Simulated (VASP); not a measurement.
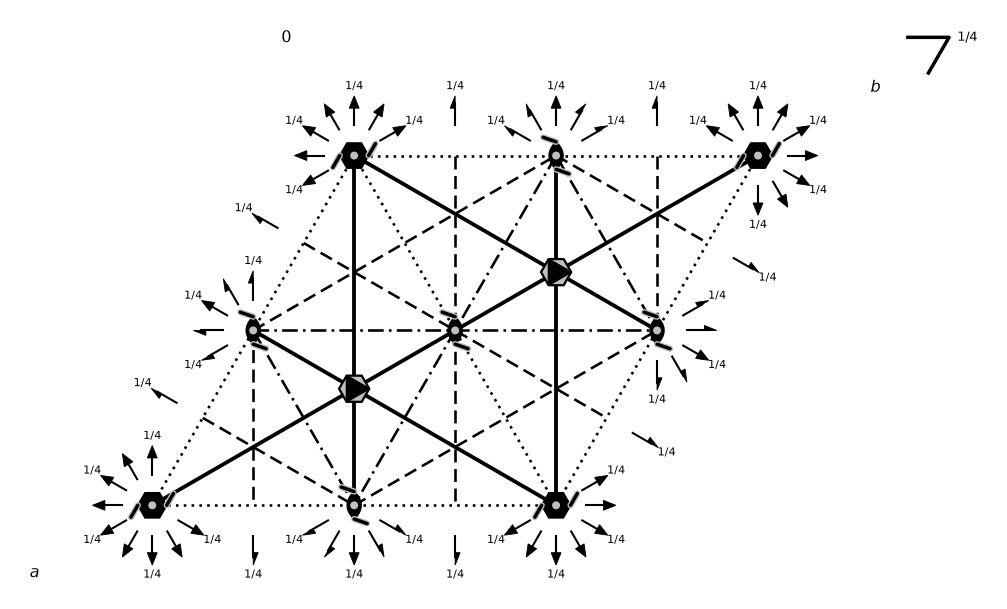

Symmetry elements of a space group, projected down c, computed from the operations of a computed or model structure of composition Sb.

Graphical symbols as in the International Tables (origin upper left, heights as fractions; handed screw axes are marked by their printed symbols).

Identify the space group.

Answer. P6₃/mmc, No. 194; primitive hexagonal, point group 6/mmm, 24 general positions a cell.

List the elements shown.

Answer. −6 axes along c at (1/3, 2/3), (2/3, 1/3); 6₃ axes along c at (0, 0); 2₁ axes along c at (0, 1/2), (1/2, 0), (1/2, 1/2); inversion centres at (0, 0), (0, 1/2), (1/2, 0), (1/2, 1/2); mirror planes holding c and [1 2 0] or [2 1 0] or [−1 1 0]; in-plane glide planes holding c and [1 2 0] or [2 1 0] or [−1 1 0]; c glide planes normal to a*, at x = 0; n glide planes normal to a*, at x = 1/2; c glide planes normal to b*, at y = 0; n glide planes normal to b*, at y = 1/2; c glide planes holding c and [1 1 0]; diagonal glide planes holding c and [1 1 0]; a mirror plane normal to c at height 1/4; 2 axes along [1 1 0] at height 0; 2 axes along [1 2 0] at height 1/4; 2 axes along [2 1 0] at height 1/4; 2 axes along [−1 1 0] at height 1/4; 2 axes along a at height 0; 2 axes along b at height 0; 2₁ axes along [1 1 0] at height 0; 2₁ axes along [1 2 0] at height 1/4; 2₁ axes along [2 1 0] at height 1/4; 2₁ axes along [−1 1 0] at height 1/4; 2₁ axes along a at height 0; 2₁ axes along b at height 0. Heights repeat every half period; positions are (a, b) fractions, modulo 1.
